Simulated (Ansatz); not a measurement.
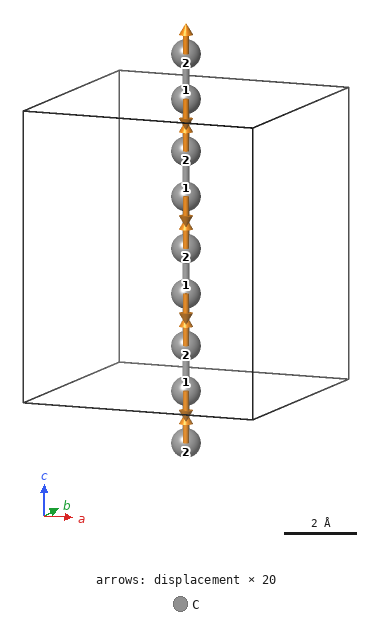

A relaxation of a wire of composition C. The starting structure is drawn; orange arrows show the displacements (the part carried along by the change of the cell is left out), magnified 20 times.

Style: ball-and-stick. Shown: the 3 repeat of the cell, with the vacuum cut short, slightly off an axis.

Level of theory: DFT PBE, scalar-relativistic, plane waves, PAW; settings changed in Ansatz.

Input file:
```yaml
crystal:
  lattice:
    - [9.0, 0.0, 0.0]
    - [0.0, 9.3, 0.0]
    - [0.0, 0.0, 2.7836882773]
  atoms:
    - { symbol: C, position: [0.5, 0.5, 0.0], spin: 0.5 }
    - { symbol: C, position: [0.5, 0.5, 0.465], spin: 0.5 }
basis:
  ecutwfc: 420
kpoints:
  mp_grid: { grid: [1, 1, 23] }
hamiltonian:
  xc: pbe
scf:
  occupations: { method: gaussian, width: 0.05 }
  mixing: { algorithm: msr1, beta: 0.05 }
  initial_density: { chi_scale: 0.1 }
output:
  forces: true
  eigenvalues: true
  stress: true
magnetization:
  spin_polarized: true
relax:
  adjacent_minimum: "off"
  f_tol: 0.01
  max_steps: 45
  cell: { fix: [a, b, alpha, beta, gamma], stress_tol: 0.03 }
```

Command:
```bash
ansatz run input.yaml --threads 2 --pin off --max-ram 5120MiB --backend cpu --events-out ev --progress --plain --runs-dir out
```

Describe the change and its energy.

The largest moves relative to the layer's centre, 0.045 Å, are those of C1 and C2. Along the periodic axis the drawn cell goes c 8.351 → 7.695 Å (−7.9 %). Near-neighbour distances that change, for instance: C1–C2 1.489 → 1.283 Å, C1–C2 (another image) 1.294 → 1.282 Å. The energy falls by 0.710 eV per cell of the calculation in 4 accepted moves (5 points after the start). Largest force component: 0.58 eV/Å at the start, 0.0084 eV/Å at the end. The SCF was repeated once at an unchanged geometry on a basis and grid sized afresh for the cell, which shifted the energy by 2.4 meV per cell of the calculation at most. The program noted that the starting moments weren't kept.
